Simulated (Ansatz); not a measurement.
The calculation's input:

```
crystal:
  lattice:
    - [3.8127853736, 0.0, 0.0]
    - [0.0, 1.8165394083, 2.0762868853]
    - [0.0, -1.8165394083, 2.0762868853]
  atoms:
    - { symbol: Ti, position: [0.0, 0.0503224024, 0.0503224024] }
    - { symbol: Si, position: [0.5, 0.5511775976, 0.5511775976] }
basis:
  ecutwfc: 500
kpoints:
  mp_grid: { grid: [10, 12, 12] }
hamiltonian:
  xc: r2scan
scf:
  occupations: { method: gaussian, width: 0.15 }
output:
  forces: true
  stress: true
  eigenvalues: true
  write_density: true
  write_potential: true
  elf: true
  volumetric_format: npy
```

Command:

```sh
ansatz run input.yaml --threads 1 --pin off --max-ram 2560MiB --backend cpu --events-out ev --progress --plain --runs-dir out
```

Below, planes, directions and counts refer to the conventional cell (a = 3.63 Å, b = 4.15 Å, c = 3.81 Å, α = 90.00°, β = 90.00°, γ = 90.00°).

Space group Cmmm; a structure from a database of computed crystals, not necessarily the ambient phase; computed without spin polarisation.

Theory: DFT r2SCAN, scalar-relativistic, plane waves, PAW in Ansatz 0.2.0.

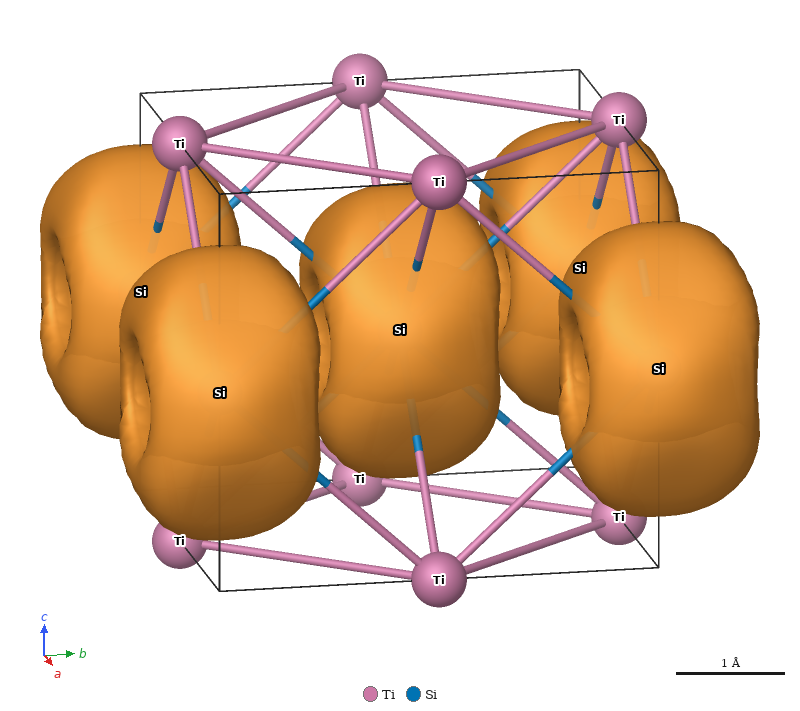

TiSi. Isosurface of the electron localisation function at 0.65 (orange), seen slightly off an axis. Only the valence region is drawn (cores and ρ < 0.01 e/Å³ removed). Sticks mark near contacts.

> Where are the electrons localised?

The ELF exceeds this value in two regions wrapped around Si (the valence shell of each), counted in one cell of 4 atoms. Regions shared between cells count once.

Values along the shortest contacts:
Ti–Si (2.63 Å): the ELF peaks at about 0.75 in the valence shell of Si, 0.9 Å from its nucleus, and is about 0.40 at the midpoint. Ti–Ti (2.76 Å): the ELF is about 0.35 at the midpoint.
